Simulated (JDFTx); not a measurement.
System: zincblende ZnSe, space group F-43m, 2 atoms in the primitive cell. The cell is scaled uniformly. Level of theory: PBEsol, PseudoDojo-SR-PBEsol-0.4.1-standard with smoothed tails, no spin polarisation, no spin-orbit coupling, 8×8×8 k mesh, 1170 eV cutoff; code JDFTx 1.7.0 (patched build).

At a = 5.668 Å the lowest conduction levels at the points plotted lie 1.17 eV (Γ), 2.45 eV (L), 2.85 eV (X) and 3.48 eV (K) above the valence top at Γ.

**How does each level move from a = 5.552 Å to a = 5.779 Å?**

Γ falls by 0.47 eV, L falls by 0.20 eV, X rises by 0.28 eV and K rises by 0.10 eV. Straight lines against ln V have slopes of −3.9 eV at Γ, −1.7 eV at L, +2.3 eV at X and +0.8 eV at K. The lowest is the one at Γ, over the whole range, so among these points the gap stays direct.

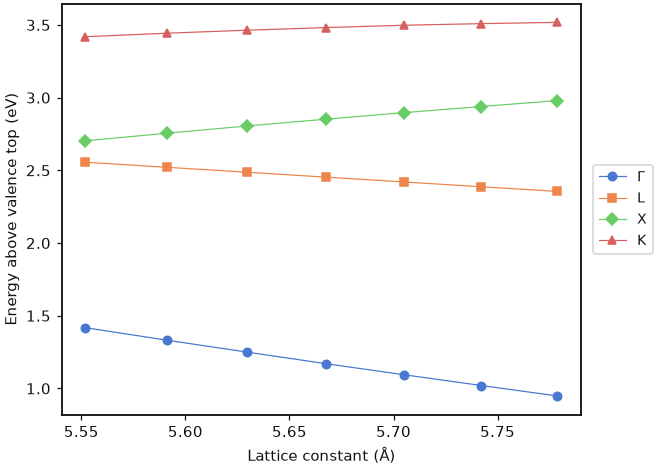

Lowest conduction level at each named k point, counted from the valence-band top at Γ.

| cell | Γ (eV) | L (eV) | X (eV) | K (eV) | pressure (GPa) |
| --- | --- | --- | --- | --- | --- |
| a = 5.552 Å | 1.42 | 2.56 | 2.70 | 3.42 | 3.1 |
| a = 5.591 Å | 1.33 | 2.52 | 2.75 | 3.44 | 1.5 |
| a = 5.630 Å | 1.25 | 2.49 | 2.80 | 3.46 | 0.1 |
| a = 5.668 Å | 1.17 | 2.45 | 2.85 | 3.48 | −1.2 |
| a = 5.705 Å | 1.09 | 2.42 | 2.90 | 3.50 | −2.3 |
| a = 5.742 Å | 1.02 | 2.39 | 2.94 | 3.51 | −3.3 |
| a = 5.779 Å | 0.95 | 2.35 | 2.98 | 3.52 | −4.2 |

Spin-orbit coupling is left out, which matters for Se. LDA, GGA and most meta-GGA functionals understate gaps.
